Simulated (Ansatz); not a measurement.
## Na: geometry relaxation

System: Na (Im-3m, 8 atoms in the cell).
Method: DFT PBE, scalar-relativistic, plane waves, PAW, no spin polarisation (Ansatz 0.2.0).

The structure derives from a Materials Project entry. It belongs to a series of runs on one base structure; here: 0 of 8 Na sites taken by Cu, cell and atoms relaxed. Figures and captions count atoms from 1; the log counts them from 0 in places.

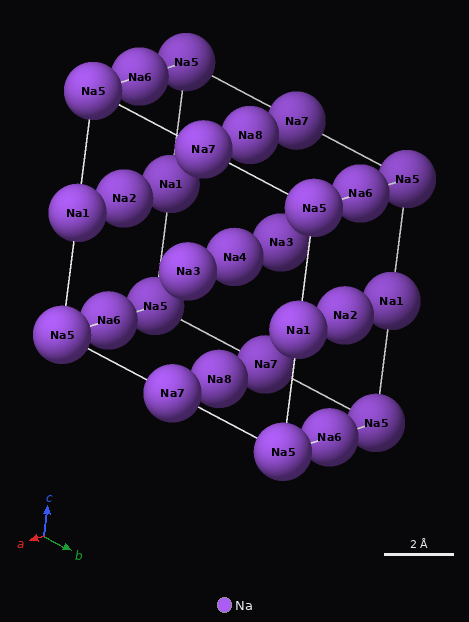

**Figure 1.** The input geometry (spheres-only view of the cell of the calculation, seen slightly off an axis; atoms are numbered from 1 in the order of the input).

### Input
```yaml
crystal:
  lattice:
    - [4.1965839966, 4.1965839966, -4.1965839966]
    - [4.1965839966, -4.1965839966, 4.1965839966]
    - [-4.1965839966, -4.1965839966, -4.1965839966]
  atoms:
    - { symbol: Na, position: [0.0, 0.0, 0.5] }
    - { symbol: Na, position: [0.5, 0.0, 0.5] }
    - { symbol: Na, position: [0.0, 0.5, 0.5] }
    - { symbol: Na, position: [0.5, 0.5, 0.5] }
    - { symbol: Na, position: [0.0, 0.0, 0.0] }
    - { symbol: Na, position: [0.5, 0.0, 0.0] }
    - { symbol: Na, position: [0.0, 0.5, 0.0] }
    - { symbol: Na, position: [0.5, 0.5, 0.0] }
basis:
  ecutwfc: 420
kpoints:
  mp_grid: { grid: [8, 8, 8] }
hamiltonian:
  xc: pbe
scf:
  occupations: { method: gaussian, width: 0.1 }
output:
  forces: true
  stress: true
  eigenvalues: true
relax:
  adjacent_minimum: "off"
  f_tol: 0.015
  max_steps: 60
  cell: { stress_tol: 0.15 }
```

Hardware: 1 thread of Intel Xeon (Granite Rapids), 128 GiB of memory available, shared host.

Launched with:
```bash
ansatz run input.yaml --threads 1 --pin off --max-ram 2560MiB --backend cpu --events-out ev --progress --plain --runs-dir out
```

### The program's output
```
Engine: ansatz 0.2.0, x86_64-unknown-linux-gnu
Pseudopotentials: kind: paw
Pseudopotential: Na, paw, valence charge 9, recommended cutoff 420 eV (normal), Na.paw.azcp
Functional definition: PBE
  parameter kappa = 0.804
  parameter beta = 0.06672455060314922
  exchange = pbe_x(kappa = kappa, mu = beta*pi^2/3)
  correlation = pbe_c(beta = beta)
Crystal: 8 atoms, lattice volume = 295.629 Å³
Basis set: ecut = 420 eV, 5775 PW (Γ), exchange–correlation on 100×100×100 points (8 copies of the dense FFT grid, shifted against one another)
Bands: 44, of which v1, the nominal top of the filled ones, is band 36 counted from 1 (35 counted from 0)
Symmetry: 384 space group operations
Space group: Im-3m (ITA 229), of the structure as read, at distance tolerance 6.7e-5 Å
k-points: 29 of 512
Non-local potential: Na, projectors of the file, l = 0: 3, l = 1: 2, l = 2: 1
PAW form: soft (Blöchl's): semilocal exchange-correlation on the pseudo side does not see the compensation charge
PAW one-centre angular grid: Na, 110 points (default); XC on 64 Gauss nodes
Initial density: superposition of atomic densities (neutral atoms: chi_scale 0, normalization atom), corrected by the library's trained network
Initial wavefunctions: pseudopotential atomic-orbital guess
Functional: x = pbe(κ = 0.804, μ = 0.2195149727645171), c = pbe(β = 0.06672455060314922)
SCF iter   1: F=—  HF=-11891.343017 eV  |F-HF|=—  |Δ(HF+E_count)|=         —  Δρ=3.58e-4  dr2=2.14e-4  ethr=1.77e-3  ⟨swp⟩=8.2  Hψ=5053  notcnv=0
preconditioner: auto → Kerker (q_TF=auto, 2.156 Å⁻¹)  [metal: Δε(μ)=0.061 eV  Ē_g=3.146 eV  σ=0.100 eV  W_gap=0.32  n_scr=54 (ndim 8)  ℏωp=6.1 eV  f_vac=0.000  D(μ)=3.79/eV (n_scr^D=18)]
SCF iter   2: F=—  HF=-11891.342084 eV  |F-HF|=—  |Δ(HF+E_count)|=   9.33e-4  Δρ=1.41e-4  dr2=5.26e-5  ethr=2.97e-7  ⟨swp⟩=2.3  Hψ=2586  notcnv=0
SCF iter   3: F=—  HF=-11891.342189 eV  |F-HF|=—  |Δ(HF+E_count)|=   1.06e-4  Δρ=6.85e-5  dr2=1.44e-5  ethr=7.31e-8  ⟨swp⟩=2.0  Hψ=1340  notcnv=0
SCF iter   4: F=—  HF=-11891.342205 eV  |F-HF|=—  |Δ(HF+E_count)|=   1.51e-5  Δρ=2.27e-5  dr2=2.37e-6  ethr=2.00e-8  ⟨swp⟩=2.0  Hψ=1339  notcnv=0
iter 5 did not close the SCF: its close was put off for the readings that it lacked (scf_convergence_deferred on its scf_iter line)
SCF iter   5: F=-11891.342205 eV  HF=-11891.342205 eV  |F-HF|=1.92e-8  |Δ(HF+E_count)|=   5.64e-7  Δρ=5.43e-6  dr2=5.69e-8  ethr=3.29e-9  ⟨swp⟩=2.0  Hψ=1335  notcnv=0
SCF iter   6: F=-11891.342205 eV  HF=-11891.342205 eV  |F-HF|=1.88e-9  |Δ(HF+E_count)|=   6.19e-9  Δρ=8.04e-7  dr2=1.22e-9  ethr=7.90e-11  ⟨swp⟩=6.2  Hψ=5513  notcnv=0
SCF 1 converged in 6 iterations: F = -11891.342205 eV  dr2 = 1.22e-9
  greatest PAW one-centre occupation: 0.999 electrons in one spin orbital (limit 2), on the Na atom at site 7 (counted from 0), in its partial waves of l = 0
relax step   1: F+E_penalty+E_count = -11891.34220514 eV  Δ(F+E_penalty+E_count) = +0.000e0 eV  max|allowed force component| = 1.961e-29 eV/Å  Δτ_max = 0.0000 Å  P = -0.002 GPa  Ω = 295.629 Å³  (6 SCF iters, dr2 threshold 1.00e-7 eV, accepted)
Initial density: handed on by an earlier stage of this run
Initial wavefunctions: pseudopotential atomic-orbital guess (no wavefunctions were taken with the density)
iter 1 solved again at ethr=2.64e-9 eV; its pass at ethr=3.10e-3 eV (dr2=1.90e-6 eV) is discarded
SCF iter   1: F=—  HF=-11891.342209 eV  |F-HF|=—  |Δ(HF+E_count)|=         —  Δρ=8.05e-7  dr2=1.23e-9  ethr=2.64e-9  ⟨swp⟩=3.9  Hψ=8825  notcnv=0
SCF iter   2: F=-11891.342205 eV  HF=-11891.342205 eV  |F-HF|=8.09e-10  |Δ(HF+E_count)|=   4.01e-6  Δρ=4.70e-7  dr2=5.68e-10  ethr=1.00e-12  ⟨swp⟩=6.3  Hψ=6066  notcnv=0
SCF 2 converged in 2 iterations: F = -11891.342205 eV  dr2 = 5.68e-10
relax step   2: F+E_penalty+E_count = -11891.34220514 eV  Δ(F+E_penalty+E_count) = -9.641e-11 eV  max|allowed force component| = 1.314e-29 eV/Å  Δτ_max = 0.0000 Å  P = -0.002 GPa  Ω = 295.629 Å³  stress off target by 2.16e-3 GPa  SCF on the basis re-selected at this cell (its energy is not comparable with the rows above)  (2 SCF iters)
basis re-selected at this cell: Δ(F+E_penalty+E_count) = -9.641e-11 eV, ΔP = +0.000 GPa vs the last step (what re-selecting the basis moved, of the pressure what is left beyond the Pulay correction that the steps carried, after the strain that the cell walked since its last selection, with what the two solves' SCF thresholds leave and, on support functions, any second-order correction that the steps lacked; it is no measure of the basis error at this ecutwfc). This SCF's stress stands 2.16e-3 GPa from its target on what of the cell is left free (relax.cell.stress_tol is 1.50e-1 GPa) and its largest allowed force component is 1.31e-29 eV/Å (relax.f_tol is 1.50e-2 eV/Å): within both
SCF converged after 2 iterations
Free energy (F): -11891.342205 eV
Harris-Foulkes:  -11891.342205 eV  (|F-HF|=8.09e-10)
Internal energy: -11891.323234 eV  (E = F + TS)
E sigma→0 (E₀):  -11891.332720 eV
Entropy (-TS):   -0.018971 eV (-2.371 meV/atom)
Fermi energy:    1.753156 eV
--- Per-component energies (eV) ---
  E_band       = -1927.825124
  E_kinetic    = 961.348268
  E_local      = -11534.612629  (includes V_loc(G=0)·N_el)
  E_nonlocal   = 920.872364
  E_hartree    = 4219.083563
  E_xc         = -306.850129
  E_vxc        = -394.261617  (∫ρ·V_xc dr)
  E_paw        = -2105.304839  (= ΣΔE_a)
  E_vpaw       = -319.339723  (= ΣTr[D̂ρ^β])
  E_aug_tail   = -0.000254  (compensation charges beyond the density's cutoff)
  E_ewald      = -4045.859579
  E_smearing   = -0.018971  (= −TS)
  E_closure    = -0.000000  (closes the sum)
  Σ components = -11891.342205   (vs F -11891.342205, Δ=0.00e0)
--- Forces (eV/Å), atoms counted from 1 ---
  atom   1  Na     0.00000000     0.00000000     0.00000000
  atom   2  Na     0.00000000     0.00000000    -0.00000000
  atom   3  Na     0.00000000    -0.00000000     0.00000000
  atom   4  Na     0.00000000    -0.00000000    -0.00000000
  atom   5  Na     0.00000000     0.00000000     0.00000000
  atom   6  Na     0.00000000     0.00000000    -0.00000000
  atom   7  Na     0.00000000    -0.00000000     0.00000000
  atom   8  Na     0.00000000    -0.00000000    -0.00000000
  max |Σ_I F_I| component: 1.93e-28 eV/Å
--- Stress (GPa, compression-positive) ---
       -0.002163       0.000000       0.000000
       -0.000000      -0.002163      -0.000000
        0.000000      -0.000000      -0.002163
  P = ⅓ Tr σ = -0.0022 GPa (-0.022 kbar)
--- Band table (eV; the first three rows and the last of 29) ---
  k-point 0: bands = ["-51.2415", "-51.2395", "-51.2395", "-51.2395", "-51.2395", "-51.2395", "-51.2395", "-51.2378", "-23.1813", "-23.1813", "-23.1813", "-23.1813", "-23.1813", "-23.1813", "-23.1714", "-23.1714", "-23.1714", "-23.1575", "-23.1575", "-23.1575", "-23.1575", "-23.1575", "-23.1575", "-23.1453", "-23.1453", "-23.1453", "-23.1453", "-23.1453", "-23.1453", "-23.1453", "-23.1453", "-23.1453", "-1.5278", "2.5094", "2.5094", "2.5094", "2.5094", "2.5094", "2.5094", "2.9761", "2.9761", "2.9761", "2.9761", "2.9761"]
  k-point 1: bands = ["-51.2414", "-51.2395", "-51.2395", "-51.2395", "-51.2395", "-51.2395", "-51.2394", "-51.2379", "-23.1809", "-23.1805", "-23.1805", "-23.1805", "-23.1805", "-23.1800", "-23.1718", "-23.1709", "-23.1705", "-23.1581", "-23.1578", "-23.1578", "-23.1578", "-23.1578", "-23.1571", "-23.1467", "-23.1463", "-23.1458", "-23.1458", "-23.1458", "-23.1458", "-23.1458", "-23.1453", "-23.1453", "-1.4589", "1.7408", "2.2373", "2.2373", "2.2373", "2.2373", "2.5705", "3.0433", "3.3726", "3.3726", "3.3726", "3.3726"]
  k-point 2: bands = ["-51.2412", "-51.2398", "-51.2395", "-51.2395", "-51.2395", "-51.2395", "-51.2392", "-51.2381", "-23.1799", "-23.1784", "-23.1784", "-23.1784", "-23.1784", "-23.1761", "-23.1729", "-23.1694", "-23.1676", "-23.1596", "-23.1585", "-23.1585", "-23.1585", "-23.1585", "-23.1557", "-23.1507", "-23.1491", "-23.1472", "-23.1472", "-23.1472", "-23.1472", "-23.1471", "-23.1453", "-23.1453", "-1.2527", "0.8971", "1.9336", "1.9336", "1.9336", "1.9336", "2.7537", "3.2435", "4.0464", "4.0464", "4.0464", "4.0464"]
  k-point 28: bands = ["-51.2396", "-51.2396", "-51.2396", "-51.2396", "-51.2396", "-51.2396", "-51.2394", "-51.2394", "-23.1639", "-23.1639", "-23.1639", "-23.1639", "-23.1639", "-23.1639", "-23.1628", "-23.1628", "-23.1628", "-23.1628", "-23.1628", "-23.1628", "-23.1580", "-23.1580", "-23.1580", "-23.1580", "-23.1580", "-23.1580", "-23.1580", "-23.1580", "-23.1580", "-23.1580", "-23.1580", "-23.1580", "0.6336", "0.6336", "0.6336", "0.6336", "0.6336", "0.6336", "4.4705", "4.4705", "4.4705", "4.4705", "4.4705", "4.4705"]
--- Relaxed structure (1 steps of the walk, 1 accepted, 1 SCFs on fresh bases) ---
  F+E_penalty+E_count = -11891.34220514 eV   max|allowed force component| = 1.314e-29 eV/Å   (the final SCF, on the basis selected at the relaxed cell)
  cell:  # Å, volume = 295.6295 Å³
    - [4.1965839966, 4.1965839966, -4.1965839966]
    - [4.1965839966, -4.1965839966, 4.1965839966]
    - [-4.1965839966, -4.1965839966, -4.1965839966]
  atoms:
    - { symbol: Na, position: [0.0, 0.0, 0.5] }
    - { symbol: Na, position: [0.5, 0.0, 0.5] }
    - { symbol: Na, position: [0.0, 0.5, 0.5] }
    - { symbol: Na, position: [0.5, 0.5, 0.5] }
    - { symbol: Na, position: [0.0, 0.0, 0.0] }
    - { symbol: Na, position: [0.5, 0.0, 0.0] }
    - { symbol: Na, position: [0.0, 0.5, 0.0] }
    - { symbol: Na, position: [0.5, 0.5, 0.0] }
```

### Trajectory as extended XYZ (Å, eV, eV/Å), 2 frames, from step=1 to step=2
```
8
Lattice="4.1966 4.1966 -4.1966 4.1966 -4.1966 4.1966 -4.1966 -4.1966 -4.1966" Properties=species:S:1:pos:R:3:forces:R:3 step=1 energy=-11891.34221 pressure_GPa=-0.00
Na   -2.0983   -2.0983   -2.0983    0.0000   0.0000   0.0000
Na    0.0000    0.0000   -4.1966    0.0000   0.0000   0.0000
Na    0.0000   -4.1966    0.0000    0.0000   0.0000   0.0000
Na    2.0983   -2.0983   -2.0983    0.0000   0.0000   0.0000
Na    0.0000    0.0000    0.0000    0.0000   0.0000   0.0000
Na    2.0983    2.0983   -2.0983    0.0000   0.0000   0.0000
Na    2.0983   -2.0983    2.0983    0.0000   0.0000   0.0000
Na    4.1966    0.0000    0.0000    0.0000   0.0000   0.0000
8
Lattice="4.1966 4.1966 -4.1966 4.1966 -4.1966 4.1966 -4.1966 -4.1966 -4.1966" Properties=species:S:1:pos:R:3:forces:R:3 step=2 energy=-11891.34221 pressure_GPa=-0.00
Na   -2.0983   -2.0983   -2.0983    0.0000   0.0000   0.0000
Na    0.0000    0.0000   -4.1966    0.0000   0.0000   0.0000
Na    0.0000   -4.1966    0.0000    0.0000   0.0000   0.0000
Na    2.0983   -2.0983   -2.0983    0.0000   0.0000   0.0000
Na    0.0000    0.0000    0.0000    0.0000   0.0000   0.0000
Na    2.0983    2.0983   -2.0983    0.0000   0.0000   0.0000
Na    2.0983   -2.0983    2.0983    0.0000   0.0000   0.0000
Na    4.1966    0.0000    0.0000    0.0000   0.0000   0.0000
```

### Key numbers

```tsv
quantity	value
outcome	converged
space group (tolerance 0.01 Å)	Im-3m (229)
electrons treated	72
free energy	−11891.3422 eV
Fermi energy	1.753 eV
gap on the k-point mesh	none (metallic)
pressure	0.00 GPa
final volume	295.63 Å³
largest force (length of the vector) at the end	under 0.001 eV/Å
final cell	a = 7.269 Å, b = 7.269 Å, c = 7.269 Å, α = 109.47°, β = 109.47°, γ = 109.47°
wall time	15 s
peak memory	0.62 GiB
```
